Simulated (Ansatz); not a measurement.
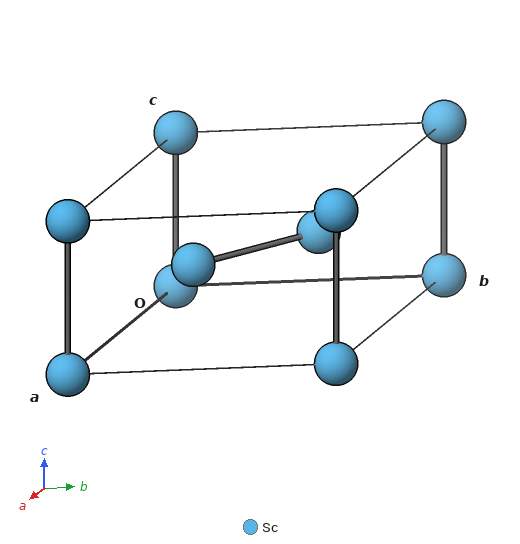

Crystal: Sc, the end point of a relaxation with DFT, m-r2SCAN, plane waves (500 eV) with PAW, scalar-relativistic in Ansatz 0.2.0; the starting structure was generated, so it need not be a known form of this composition. One unit cell is drawn above. Symmetry computed with spglib at a tolerance of 0.002 Å; standard conventional cell.

```yaml
crystal:
  lattice:
    - [5.20400, 0.00000, 0.00000]
    - [-2.60200, 4.50679, 0.00000]
    - [0.00000, 0.00000, 3.16282]
  atoms:
    - { symbol: Sc, position: [0.00000, 0.00000, 0.00000] }
    - { symbol: Sc, position: [0.33333, 0.66667, 0.50000] }
    - { symbol: Sc, position: [0.66667, 0.33333, 0.50000] }
```

### What is its point group?

6/mmm (D6h), order 24, hexagonal system: one sixfold axis, six twofold axes, seven mirror planes, an inversion centre.

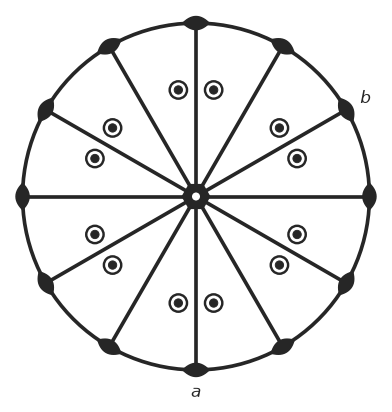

Stereographic projection: filled dots lie in the upper hemisphere, open rings in the lower; heavy lines are mirror planes (a heavy rim: a mirror in the plane of the page); lens, triangle, square and hexagon are 2-, 3-, 4- and 6-fold axes, a lens in an open square is −4, a triangle in an open hexagon −6; thin dashed diameters join the ends of axes that lie in the page; a small open circle marks inversion. The poles are one general form. The c axis points at the viewer.

### What does this class allow?

Class 6/mmm is centrosymmetric, so neither piezoelectric nor pyroelectric; it is not chiral. Its Laue class is 6/mmm.
